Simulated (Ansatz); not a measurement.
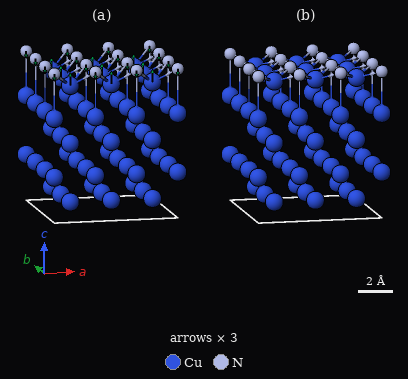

The structure of a slab of composition Cu$_{5}$N (cut from the Fm-3m phase) before (left) and after (right) a constrained relaxation, at one scale. The green arrows give the displacements, magnified 3 times.

A ball-and-stick model of the 3 × 3 repeat of the cell, outlined in the plane, without the vacuum, seen slightly off an axis.

Case: N put over a Cu atom of a lower plane. The slab is the (1 0 0) face of Cu with N on it. 2 atoms are held fixed.

The calculation used DFT PBEsol, scalar-relativistic, plane waves, PAW (Ansatz). Set-up: plane-wave cutoff 420 eV; k-point mesh 11 × 11 × 1; occupations gaussian; smearing width 0.1 eV; no spin polarisation; dipole correction; atoms relaxed in a fixed cell; force threshold 0.03 eV/Å; at most 70 steps.

### Summarise the run.

Over 4 geometry steps the energy falls by 0.389 eV per cell of the calculation. Largest force component: 2.1 eV/Å at the start, 0.0095 eV/Å at the end. The largest move is that of a Cu atom, 0.27 Å along the normal (+c). Largest moves by element: Cu 0.27 Å, N 0.16 Å. The lattice vectors keep their values. Near-neighbour distances that change, for instance: Cu–Cu 2.479 → 2.676 Å, Cu–N 2.033 → 1.864 Å, Cu–N 2.704 → 2.546 Å, Cu–Cu 2.520 → 2.531 Å. Among the angles between lasting bonds that change: N–Cu–N 122.4° → 145.7°, Cu–N–Cu 122.4° → 145.7°, Cu–N–Cu 76.6° → 85.0°.

Limits of the set-up: the periodic images lie only 2.5 Å apart, so the values are limited by the cell's size.
